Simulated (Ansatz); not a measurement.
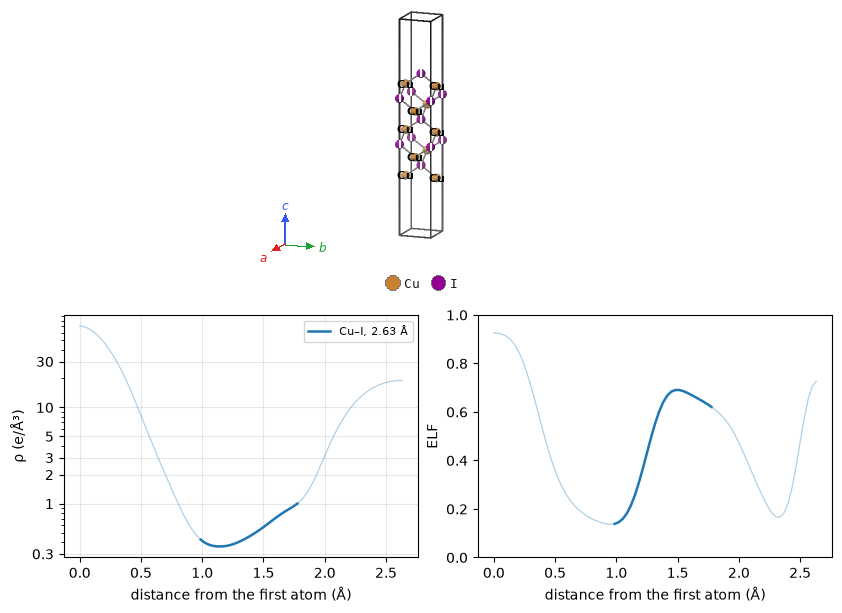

CuI (slab). Valence pseudo-density and electron localisation function along straight lines between neighbouring atoms. Thin, pale parts lie inside the atomic spheres. The structure is drawn too.

Not relaxed (largest force 0.6 eV/Å); computed without spin polarisation.

These are results of DFT PBE, scalar-relativistic, plane waves, PAW (Ansatz), not measurements.

The density is the valence pseudo-density of a PAW calculation; it isn't the true density close to the nuclei.

**What can be read from the curves?**

Cu–I (2.63 Å): the density is about 0.41 e/Å³ at the midpoint, with its minimum of 0.36 e/Å³ about 1.2 Å from Cu; the ELF is about 0.55 at the midpoint.
